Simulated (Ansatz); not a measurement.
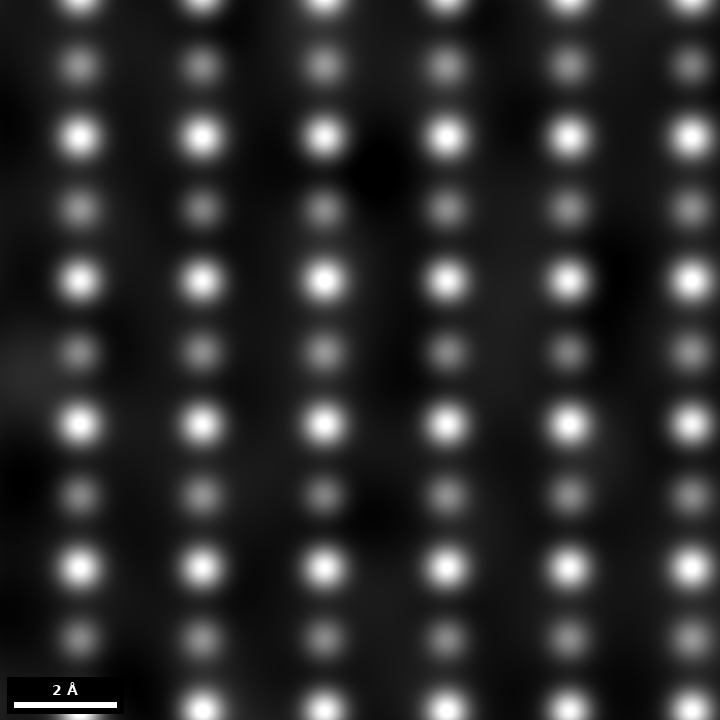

Dark-field STEM-like image of Ga (P6/mmm, No. 191). The image is simulated as a sum over atoms of Z^1.7, blurred by a 0.66 Å probe (no channelling). The probe carries 25 % of its weight in a tail 2.5 times as wide. The speckle of an amorphous layer was added. Structure used: the geometry relaxed with Ansatz 0.2.0, DFT r2SCAN, scalar-relativistic, plane waves, PAW; the starting structure was generated, so it need not be a known form of this composition.

```cif
data_structure
_symmetry_space_group_name_H-M 'P 1'
_symmetry_Int_Tables_number 1
_cell_length_a 4.7569
_cell_length_b 4.7569
_cell_length_c 2.7903
_cell_angle_alpha 90.000
_cell_angle_beta 90.000
_cell_angle_gamma 120.000
_cell_volume 54.68
loop_
_atom_site_label
_atom_site_type_symbol
_atom_site_fract_x
_atom_site_fract_y
_atom_site_fract_z
_atom_site_occupancy
Ga1 Ga 0.00000 0.00000 0.00000 1
Ga2 Ga 0.33333 0.66667 0.50000 1
Ga3 Ga 0.66667 0.33333 0.50000 1
```

Question: Which beam direction gives this image, [210], [211], [310] or [101]? (Directions equivalent by symmetry count as one.)

Answer: [210]. The projected cells are 2.38 × 2.79 Å, 90° for [210]; 2.64 × 2.72 Å, 119° for [211]; 1.56 × 2.79 Å, 90° for [310]; 2.41 × 4.29 Å, 106° for [101], and the image repeats as the [210] one does.
